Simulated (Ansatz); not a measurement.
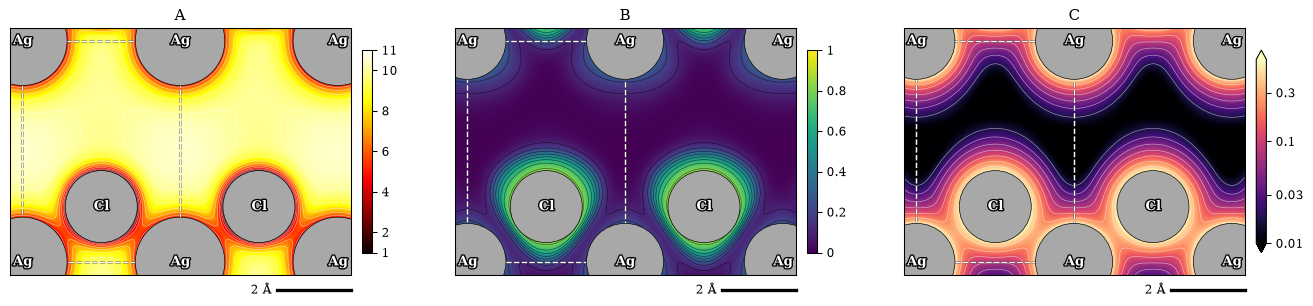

AgCl: 3 fields on the (010) plane of the conventional cell, with unlabelled colour scales. Grey discs cover the atomic cores.

Space group I-4m2; a structure generated by program, which may or may not match a known phase.

All numbers below come from DFT PBE, scalar-relativistic, plane waves, PAW in Ansatz 0.2.0.

```cif
data_structure
_symmetry_space_group_name_H-M 'P 1'
_symmetry_Int_Tables_number 1
_cell_length_a 4.2965
_cell_length_b 4.2965
_cell_length_c 6.0236
_cell_angle_alpha 90.000
_cell_angle_beta 90.000
_cell_angle_gamma 90.000
_cell_volume 111.19
loop_
_atom_site_label
_atom_site_type_symbol
_atom_site_fract_x
_atom_site_fract_y
_atom_site_fract_z
_atom_site_occupancy
Ag1 Ag 0.00000 0.00000 0.00000 1
Ag2 Ag 0.50000 0.50000 0.50000 1
Cl1 Cl 0.50000 0.00000 0.25000 1
Cl2 Cl 0.00000 0.50000 0.75000 1
```

**The panels show electron localisation function, electrostatic potential energy of an electron and valence pseudo-density in some order. Assign them.**

Panel A: electrostatic potential energy of an electron (low next to the atoms, rising into the space between them). Panel B: electron localisation function. Panel C: valence pseudo-density. From the grid: Ag–Cl (2.62 Å): the density is about 0.31 e/Å³ at the midpoint; the ELF peaks at about 0.85 in the valence shell of Cl, 0.7 Å from its nucleus, and drops to about 0.10 between the two atoms: no shared electron pair shows on this line.
